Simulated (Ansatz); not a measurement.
The structure in question:

```yaml
crystal:
  lattice:
    - [4.55599, 0.00000, 0.00000]
    - [-2.27800, 3.94561, 0.00000]
    - [0.00000, 0.00000, 8.41362]
  atoms:
    - { symbol: Si, position: [0.66667, 0.33333, 0.93628] }
    - { symbol: Si, position: [0.66667, 0.33333, 0.56372] }
    - { symbol: Si, position: [0.33333, 0.66667, 0.06372] }
    - { symbol: Si, position: [0.33333, 0.66667, 0.43628] }
    - { symbol: O, position: [0.00000, 0.34139, 0.00000] }
    - { symbol: O, position: [0.34139, 0.34139, 0.50000] }
    - { symbol: O, position: [0.65861, 0.00000, 0.50000] }
    - { symbol: O, position: [0.65861, 0.65861, 0.00000] }
    - { symbol: O, position: [0.00000, 0.65861, 0.50000] }
    - { symbol: O, position: [0.66667, 0.33333, 0.75000] }
    - { symbol: O, position: [0.33333, 0.66667, 0.25000] }
    - { symbol: O, position: [0.34139, 0.00000, 0.00000] }
```

What crystal do these data define?

Answer. The compound is SiO2. It is primitive hexagonal, space group P6_322 (No. 182). The cell has 12 atoms, namely 4 Si, 8 O. The Si atoms are each bonded to four O in a tetrahedral arrangement at 1.57 to 1.59 Å. Around each O lie two Si at 1.57 to 1.59 Å. The bonds build a three-dimensional framework.

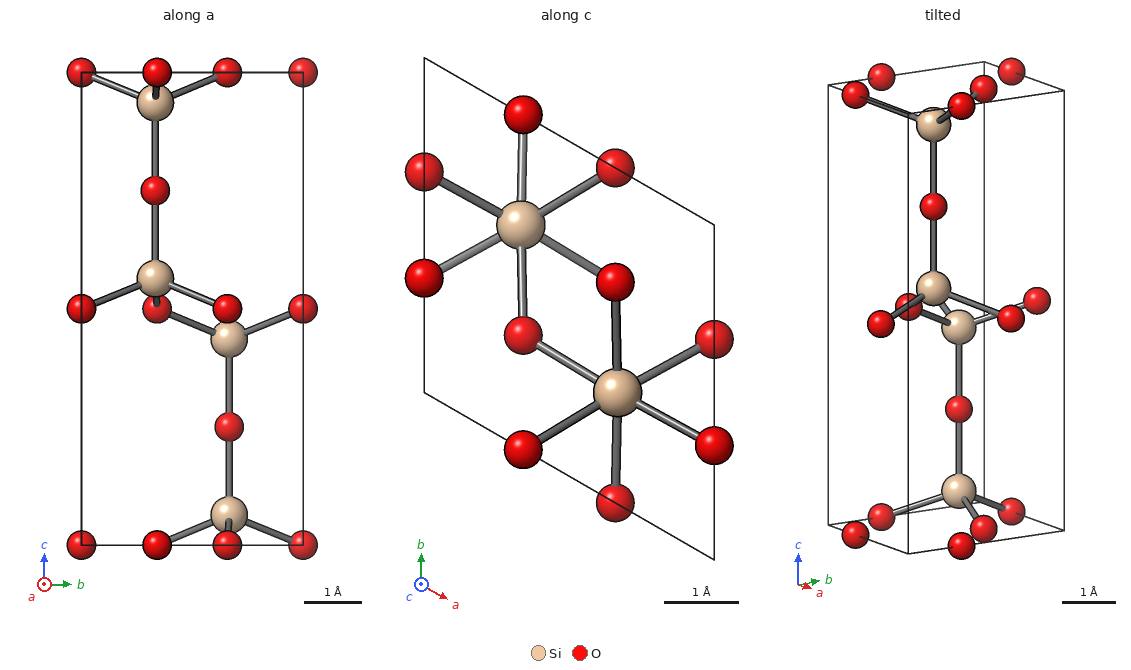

Shown here is a ball-and-stick view of the crystal, taken along the a axis, along the c axis and slightly off an axis. The frame is the conventional unit cell; atoms at its boundary are shown with their periodic copies.

Its origin is a structure listed in the Materials Project. Earlier steps of the study, as a rule a relaxation of our own, may have changed the cell and positions, so they can lie some per cent off the listed ones. A calculation with Ansatz used it as input.

At this level of theory the run's own cell isn't at rest (compressed, at 15 GPa), so its distances can differ from those at equilibrium, the more so the softer the solid.
